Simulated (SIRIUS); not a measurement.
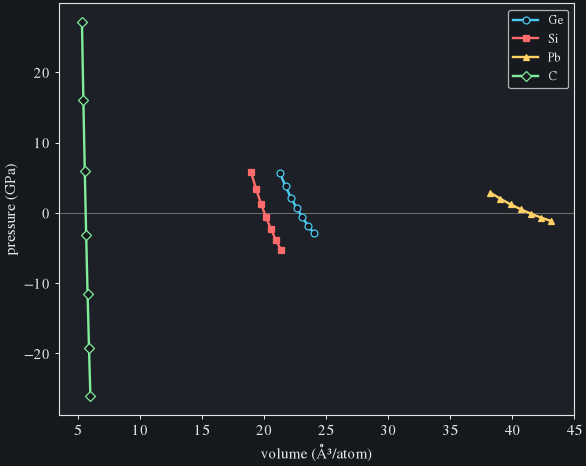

The plot gives the computed pressure against volume, with one curve for each element, for C, Ge, Pb and Si (all in space group Fd-3m (No. 227)).

How it was computed, with SIRIUS 7.12.0: plane-wave DFT, no spin polarisation; energies at scaled volumes of the given cell, shape and fractions fixed, counted from the fit's minimum, third-order Birch-Murnaghan fit. Level: PBEsol.

occupations Fermi–Dirac; smearing width 0.05 eV; potentials dojo sr pbesol 0.4.1 standard.

Settings that differ: Ge: density cutoff 4310 eV, wave cutoff 1080 eV, k mesh 8×8×8; Si: density cutoff 1960 eV, wave cutoff 490 eV, k mesh 8×8×8; Pb: density cutoff 3060 eV, wave cutoff 765 eV, k mesh 7×7×7; C: density cutoff 4510 eV, wave cutoff 1130 eV, k mesh 13×13×13.

### Order the curves by fitted equilibrium volume, smallest first.

C 5.633, Si 20.028, Ge 22.860, Pb 41.331 Å³/atom.

### Order the curves by fitted bulk modulus, smallest first.

Pb 30.5, Ge 66.1, Si 93.4, C 448.9 GPa.

### For Ge: read off the course of the pressure.

It falls from 5.64 GPa at volume 21.28 Å³/atom to −2.89 GPa at 24.00 Å³/atom, and changes sign near 22.87 Å³/atom.

### For Si: how does the pressure vary with volume?

It falls from 5.76 GPa at volume 18.95 Å³/atom to −5.31 GPa at 21.37 Å³/atom, and changes sign near 20.03 Å³/atom.

Keep in mind: spin-orbit coupling left out, heavy elements (Pb).
